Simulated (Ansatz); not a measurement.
**Run report: WC, geometry relaxation (part 1 of 2)**

WC (P-6m2, 2 atoms in the cell), computed with DFT PBE, spin-orbit coupling, plane waves, PAW (Ansatz 0.2.0).

The structure derives from an entry of the Crystallography Open Database. It belongs to a series of runs on one base structure; here: volume × 1.040. Figures and captions count atoms from 1; the log counts them from 0 in places.

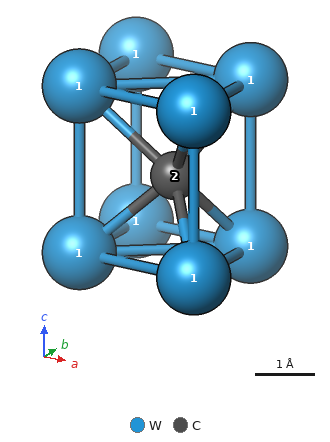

The structure as given in the input (ball-and-stick view of the cell of the calculation, seen slightly off an axis; atoms are numbered from 1 in the order of the input). An atom can appear more than once, as a periodic image. Near neighbours in the periodic cell (some may lie outside the picture): W has 6 C at 2.24 Å and 8 W at 2.88 to 2.96 Å; C has 6 W at 2.24 Å.

Input:
```yaml
crystal:
  lattice:
    - [2.9610057899, 0.0, 0.0]
    - [-1.480502895, 2.5643062348, 0.0]
    - [0.0, 0.0, 2.8809327548]
  atoms:
    - { symbol: W, position: [0.0, 0.0, 0.0] }
    - { symbol: C, position: [0.6666666667, 0.3333333333, 0.5] }
basis:
  ecutwfc: 420
  ecutrho_ratio: 4
kpoints:
  mp_grid: { grid: [14, 14, 12] }
hamiltonian:
  xc: pbe
scf:
  occupations: { method: gaussian, width: 0.05 }
output:
  forces: true
  stress: true
  eigenvalues: true
  populations: true
  write_density: true
  write_potential: true
  elf: true
  volumetric_format: npy
magnetization:
  noncollinear: true
  spin_orbit: true
relax:
  f_tol: 0.01
  max_steps: 40
  cell: { stress_tol: 0.1, fix: [volume] }
```

Command:
```bash
ansatz run input.yaml --threads 4 --pin off --max-ram 7168MiB --backend cpu --events-out ev --progress --plain --runs-dir out
```

What the program printed:
```
Engine: ansatz 0.2.0, aarch64-unknown-linux-gnu
Pseudopotentials: kind: paw_fr
Pseudopotential: W, paw_fr, valence charge 14, recommended cutoff 420 eV (normal), W.paw.azcp#standard-fr
Pseudopotential: C, paw_fr, valence charge 4, recommended cutoff 420 eV (normal), C.paw.azcp#standard-fr
Functional definition: PBE
  parameter kappa = 0.804
  parameter beta = 0.06672455060314922
  exchange = pbe_x(kappa = kappa, mu = beta*pi^2/3)
  correlation = pbe_c(beta = beta)
non-collinear run that drives no moment, with spin-orbit: no starting moment large enough to seed its density (crystal.atoms[].spin), no starting occupations that ask for one, no magnetisation constraint and no magnetic field, so the semilocal B_xc is pinned to zero
Crystal: 2 atoms, lattice volume = 21.875 Å³
Basis set: ecut = 420 eV, 405 PW (Γ), exchange–correlation on 40×40×40 points (8 copies of the dense FFT grid, shifted against one another)
Bands: 26, of which v1, the nominal top of the filled ones, is band 18 counted from 1 (17 counted from 0)
Symmetry: 12 space group operations + 12 with time reversal
Magnetic group: BNS 187.210 (UNI 1440), of the structure as read, at distance tolerance 2.8e-5 Å
k-points: 168 of 2352 (time reversal used)
Projection manifold: j_resolved (fully-relativistic pseudo-atomic orbitals)
Non-local potential: W, projectors of the file, l = 0: 3, l = 1: 4, l = 2: 4, l = 3: 2
Non-local potential: C, projectors of the file, l = 0: 2, l = 1: 4, l = 2: 2
PAW form: soft (Blöchl's): semilocal exchange-correlation on the pseudo side does not see the compensation charge
PAW one-centre angular grid: W, 590 points (default); XC on 64 Gauss nodes
PAW one-centre angular grid: C, 110 points (default); XC on 64 Gauss nodes
Initial density: superposition of atomic densities (chi_scale 0.1, normalization cell, long waves kept (reshape's long-wave potential 0.00 eV rms))
Initial wavefunctions: pseudopotential atomic-orbital guess
Functional: x = pbe(κ = 0.804, μ = 0.2195149727645171), c = pbe(β = 0.06672455060314922)
SCF iter   1: F=—  HF=-10661.884507 eV  |F-HF|=—  |Δ(HF+E_count)|=         —  Δρ=1.31e-1  dr2=5.24e0  dr2_m=0.00e0 (ungated)  ethr=3.10e-3  |M|=0.00e0 ∫|m|=0.00e0 μB  |m|>n=0.0e0 m-floor=0.0e0 τ_xc=0.0e0  β_m=0.30  ⟨swp⟩=6.3  Hψ=23033  notcnv=0  defer=10
preconditioner: auto → none  [metal: Δε(μ)=0.020 eV  Ē_g=10.361 eV  σ=0.050 eV  W_gap=0.22  n_scr=8 (ndim 8)  ℏωp=25.1 eV  f_vac=0.000  D(μ)=0.21/eV (n_scr^D=0)  sad-step TF]
SCF iter   2: F=—  HF=-10660.983865 eV  |F-HF|=—  |Δ(HF+E_count)|=   9.01e-1  Δρ=7.21e-2  dr2=1.53e0  dr2_m=0.00e0 (ungated)  ethr=3.10e-3  |M|=0.00e0 ∫|m|=0.00e0 μB  |m|>n=0.0e0 m-floor=0.0e0 τ_xc=0.0e0  β_m=0.47  ⟨swp⟩=2.3  Hψ=7826  notcnv=0  defer=475
SCF iter   3: F=—  HF=-10660.638914 eV  |F-HF|=—  |Δ(HF+E_count)|=   3.45e-1  Δρ=1.45e-2  dr2=1.98e-2  dr2_m=0.00e0 (ungated)  ethr=3.10e-3  |M|=0.00e0 ∫|m|=0.00e0 μB  |m|>n=0.0e0 m-floor=0.0e0 τ_xc=0.0e0  β_m=0.64  ⟨swp⟩=2.3  Hψ=6701  notcnv=0  defer=473
SCF iter   4: F=—  HF=-10660.643629 eV  |F-HF|=—  |Δ(HF+E_count)|=   4.72e-3  Δρ=3.68e-3  dr2=2.77e-3  dr2_m=0.00e0 (ungated)  ethr=1.10e-4  |M|=0.00e0 ∫|m|=0.00e0 μB  |m|>n=0.0e0 m-floor=0.0e0 τ_xc=0.0e0  β_m=0.63  ⟨swp⟩=2.9  Hψ=8930  notcnv=0  defer=455
SCF iter   5: F=—  HF=-10660.643319 eV  |F-HF|=—  |Δ(HF+E_count)|=   3.10e-4  Δρ=3.56e-4  dr2=1.49e-5  dr2_m=0.00e0 (ungated)  ethr=1.54e-5  |M|=0.00e0 ∫|m|=0.00e0 μB  |m|>n=0.0e0 m-floor=0.0e0 τ_xc=0.0e0  β_m=0.71  ⟨swp⟩=2.2  Hψ=5335  notcnv=0  defer=455
SCF iter   6: F=—  HF=-10660.643322 eV  |F-HF|=—  |Δ(HF+E_count)|=   2.98e-6  Δρ=4.26e-5  dr2=1.28e-7  dr2_m=0.00e0 (ungated)  ethr=8.25e-8  |M|=0.00e0 ∫|m|=0.00e0 μB  |m|>n=0.0e0 m-floor=0.0e0 τ_xc=0.0e0  β_m=0.82  ⟨swp⟩=2.1  Hψ=5846  notcnv=0  defer=455
SCF iter   7: F=-10660.643322 eV  HF=-10660.643322 eV  |F-HF|=1.84e-9  |Δ(HF+E_count)|=   4.50e-8  Δρ=5.11e-6  dr2=3.84e-9  dr2_m=0.00e0 (ungated)  ethr=5.56e-10  |M|=0.00e0 ∫|m|=0.00e0 μB  |m|>n=0.0e0 m-floor=0.0e0 τ_xc=0.0e0  ⟨swp⟩=14.4  Hψ=29891  notcnv=0
SCF 1 converged in 7 iterations: F = -10660.643322 eV  dr2 = 3.84e-9
  greatest PAW one-centre occupation: 1.000 electrons in one spin orbital (limit 2), on the W atom at site 0 (counted from 0), in its partial waves of l = 0
relax step   1: F+E_penalty+E_count = -10660.64332200 eV  Δ(F+E_penalty+E_count) = +0.000e0 eV  max|allowed force component| = 3.701e-17 eV/Å  Δτ_max = 0.0000 Å  P = -13.836 GPa  Ω = 21.875 Å³  fix = [volume]  reactions: volume -13.836 GPa  (7 SCF iters, dr2 threshold 1.00e-7 eV, accepted)
Projection manifold: j_resolved (fully-relativistic pseudo-atomic orbitals)
Initial density: handed on by an earlier stage of this run
Initial wavefunctions: those handed on with the density
iter 1 solved again at ethr=5.20e-7 eV; its pass at ethr=3.10e-3 eV (dr2=9.36e-5 eV) is discarded
SCF iter   1: F=—  HF=-10660.642943 eV  |F-HF|=—  |Δ(HF+E_count)|=         —  Δρ=7.15e-4  dr2=1.29e-4  dr2_m=0.00e0 (ungated)  ethr=5.20e-7  |M|=0.00e0 ∫|m|=0.00e0 μB  |m|>n=0.0e0 m-floor=0.0e0 τ_xc=0.0e0  β_m=0.30  ⟨swp⟩=2.8  Hψ=21237  notcnv=0
preconditioner: auto → none  [metal: Δε(μ)=0.026 eV  Ē_g=9.637 eV  σ=0.050 eV  W_gap=0.28  n_scr=8 (ndim 8)  ℏωp=25.1 eV  f_vac=0.000  D(μ)=0.30/eV (n_scr^D=0)]
SCF iter   2: F=—  HF=-10660.642907 eV  |F-HF|=—  |Δ(HF+E_count)|=   3.63e-5  Δρ=3.85e-4  dr2=2.99e-5  dr2_m=0.00e0 (ungated)  ethr=5.20e-7  |M|=0.00e0 ∫|m|=0.00e0 μB  |m|>n=0.0e0 m-floor=0.0e0 τ_xc=0.0e0  β_m=0.40  ⟨swp⟩=2.5  Hψ=5874  notcnv=0
SCF iter   3: F=—  HF=-10660.642897 eV  |F-HF|=—  |Δ(HF+E_count)|=   9.73e-6  Δρ=1.52e-4  dr2=4.80e-6  dr2_m=0.00e0 (ungated)  ethr=1.66e-7  |M|=0.00e0 ∫|m|=0.00e0 μB  |m|>n=0.0e0 m-floor=0.0e0 τ_xc=0.0e0  β_m=0.38  ⟨swp⟩=2.6  Hψ=6567  notcnv=0
SCF iter   4: F=-10660.642896 eV  HF=-10660.642896 eV  |F-HF|=5.44e-8  |Δ(HF+E_count)|=   9.52e-7  Δρ=5.02e-5  dr2=1.75e-7  dr2_m=0.00e0 (ungated)  ethr=1.11e-9  |M|=0.00e0 ∫|m|=0.00e0 μB  |m|>n=0.0e0 m-floor=0.0e0 τ_xc=0.0e0  ⟨swp⟩=7.6  Hψ=27604  notcnv=0
SCF 2 converged in 4 iterations: F = -10660.642896 eV  dr2 = 1.75e-7
relax step   2: F+E_penalty+E_count = -10660.64289647 eV  Δ(F+E_penalty+E_count) = +4.255e-4 eV  max|allowed force component| = 7.401e-17 eV/Å  Δτ_max = 0.0000 Å  P = -13.608 GPa  Ω = 21.875 Å³  energy of the carried Pulay correction = -5.687e-6 eV  fix = [volume]  (4 SCF iters, dr2 threshold 2.00e-7 eV, rejected (line search))
Projection manifold: j_resolved (fully-relativistic pseudo-atomic orbitals)
iter 1 solved again at ethr=2.56e-7 eV; its pass at ethr=3.10e-3 eV (dr2=4.62e-5 eV) is discarded
SCF iter   1: F=—  HF=-10660.643431 eV  |F-HF|=—  |Δ(HF+E_count)|=         —  Δρ=4.92e-4  dr2=6.57e-5  dr2_m=0.00e0 (ungated)  ethr=2.56e-7  |M|=0.00e0 ∫|m|=0.00e0 μB  |m|>n=0.0e0 m-floor=0.0e0 τ_xc=0.0e0  β_m=0.30  ⟨swp⟩=2.9  Hψ=21030  notcnv=0
preconditioner: auto → none  [metal: Δε(μ)=0.016 eV  Ē_g=9.631 eV  σ=0.050 eV  W_gap=0.18  n_scr=8 (ndim 8)  ℏωp=25.1 eV  f_vac=0.000  D(μ)=0.29/eV (n_scr^D=0)]
SCF iter   2: F=—  HF=-10660.643412 eV  |F-HF|=—  |Δ(HF+E_count)|=   1.94e-5  Δρ=2.54e-4  dr2=1.45e-5  dr2_m=0.00e0 (ungated)  ethr=2.56e-7  |M|=0.00e0 ∫|m|=0.00e0 μB  |m|>n=0.0e0 m-floor=0.0e0 τ_xc=0.0e0  β_m=0.40  ⟨swp⟩=2.4  Hψ=5875  notcnv=0
SCF iter   3: F=—  HF=-10660.643407 eV  |F-HF|=—  |Δ(HF+E_count)|=   5.20e-6  Δρ=9.80e-5  dr2=2.21e-6  dr2_m=0.00e0 (ungated)  ethr=8.05e-8  |M|=0.00e0 ∫|m|=0.00e0 μB  |m|>n=0.0e0 m-floor=0.0e0 τ_xc=0.0e0  β_m=0.38  ⟨swp⟩=2.7  Hψ=6665  notcnv=0
SCF iter   4: F=—  HF=-10660.643407 eV  |F-HF|=—  |Δ(HF+E_count)|=   4.36e-7  Δρ=2.93e-5  dr2=6.42e-8  dr2_m=0.00e0 (ungated)  ethr=1.23e-8  |M|=0.00e0 ∫|m|=0.00e0 μB  |m|>n=0.0e0 m-floor=0.0e0 τ_xc=0.0e0  β_m=0.60  ⟨swp⟩=2.2  Hψ=5910  notcnv=0
SCF iter   5: F=—  HF=-10660.643407 eV  |F-HF|=—  |Δ(HF+E_count)|=   1.79e-8  Δρ=2.81e-6  dr2=9.79e-10  dr2_m=0.00e0 (ungated)  ethr=3.57e-10  |M|=0.00e0 ∫|m|=0.00e0 μB  |m|>n=0.0e0 m-floor=0.0e0 τ_xc=0.0e0  β_m=0.70  ⟨swp⟩=2.4  Hψ=6623  notcnv=0
SCF iter   6: F=-10660.643407 eV  HF=-10660.643407 eV  |F-HF|=1.82e-11  |Δ(HF+E_count)|=  7.82e-11  Δρ=4.67e-7  dr2=1.35e-11  dr2_m=0.00e0 (ungated)  ethr=1.00e-12  |M|=0.00e0 ∫|m|=0.00e0 μB  |m|>n=0.0e0 m-floor=0.0e0 τ_xc=0.0e0  ⟨swp⟩=6.8  Hψ=19204  notcnv=0
SCF 3 converged in 6 iterations: F = -10660.643407 eV  dr2 = 1.35e-11
relax step   3: F+E_penalty+E_count = -10660.64340718 eV  Δ(F+E_penalty+E_count) = -8.518e-5 eV  max|allowed force component| = 1.827e-16 eV/Å  Δτ_max = 0.0000 Å  P = -13.772 GPa  Ω = 21.875 Å³  energy of the carried Pulay correction = -1.658e-6 eV  fix = [volume]  reactions: volume -13.772 GPa  (6 SCF iters, accepted)
Projection manifold: j_resolved (fully-relativistic pseudo-atomic orbitals)
Initial wavefunctions: pseudopotential atomic-orbital guess (no wavefunctions were taken with the density)
iter 1 solved again at ethr=1.58e-7 eV; its pass at ethr=3.10e-3 eV (dr2=2.84e-5 eV) is discarded
SCF iter   1: F=—  HF=-10660.643411 eV  |F-HF|=—  |Δ(HF+E_count)|=         —  Δρ=5.62e-6  dr2=7.85e-10  dr2_m=0.00e0 (ungated)  ethr=1.58e-7  |M|=0.00e0 ∫|m|=0.00e0 μB  |m|>n=0.0e0 m-floor=0.0e0 τ_xc=0.0e0  β_m=0.30  ⟨swp⟩=3.1  Hψ=33586  notcnv=0
eigensolver tolerance schedule: the retry pair's looser diagonalisation over-reported the residual by 36107.50 of it (diagonalisation noise at an unbounded share of the residual, at the tolerance the schedule requests for it); recorded, not acted on — ethr = c·dr2/N_el stays at c = 1.0e-1
preconditioner: auto → none  [metal: Δε(μ)=0.015 eV  Ē_g=9.632 eV  σ=0.050 eV  W_gap=0.17  n_scr=8 (ndim 8)  ℏωp=25.1 eV  f_vac=0.000  D(μ)=0.30/eV (n_scr^D=0)]
SCF iter   2: F=—  HF=-10660.643412 eV  |F-HF|=—  |Δ(HF+E_count)|=   1.10e-6  Δρ=4.01e-6  dr2=3.83e-10  dr2_m=0.00e0 (ungated)  ethr=4.36e-12  |M|=0.00e0 ∫|m|=0.00e0 μB  |m|>n=0.0e0 m-floor=0.0e0 τ_xc=0.0e0  β_m=0.61  ⟨swp⟩=3.9  Hψ=10361  notcnv=0
SCF iter   3: F=—  HF=-10660.643412 eV  |F-HF|=—  |Δ(HF+E_count)|=   1.50e-9  Δρ=7.35e-7  dr2=1.09e-10  dr2_m=0.00e0 (ungated)  ethr=2.13e-12  |M|=0.00e0 ∫|m|=0.00e0 μB  |m|>n=0.0e0 m-floor=0.0e0 τ_xc=0.0e0  β_m=0.52  ⟨swp⟩=2.0  Hψ=6019  notcnv=0
SCF iter   4: F=-10660.643412 eV  HF=-10660.643412 eV  |F-HF|=7.28e-12  |Δ(HF+E_count)|=    0.00e0  Δρ=2.69e-7  dr2=1.06e-11  dr2_m=0.00e0 (ungated)  ethr=1.00e-12  |M|=0.00e0 ∫|m|=0.00e0 μB  |m|>n=0.0e0 m-floor=0.0e0 τ_xc=0.0e0  ⟨swp⟩=6.6  Hψ=18744  notcnv=0
SCF 4 converged in 4 iterations: F = -10660.643412 eV  dr2 = 1.06e-11
relax step   4: F+E_penalty+E_count = -10660.64341241 eV  Δ(F+E_penalty+E_count) = -5.224e-6 eV  max|allowed force component| = 2.591e-16 eV/Å  Δτ_max = 0.0000 Å  P = -13.771 GPa  Ω = 21.875 Å³  fix = [volume]  reactions: volume -13.771 GPa  stress off target by 8.46e-3 GPa on what of the cell is left free  SCF on the basis re-selected at this cell (its energy is not comparable with the rows above)  (4 SCF iters)
```
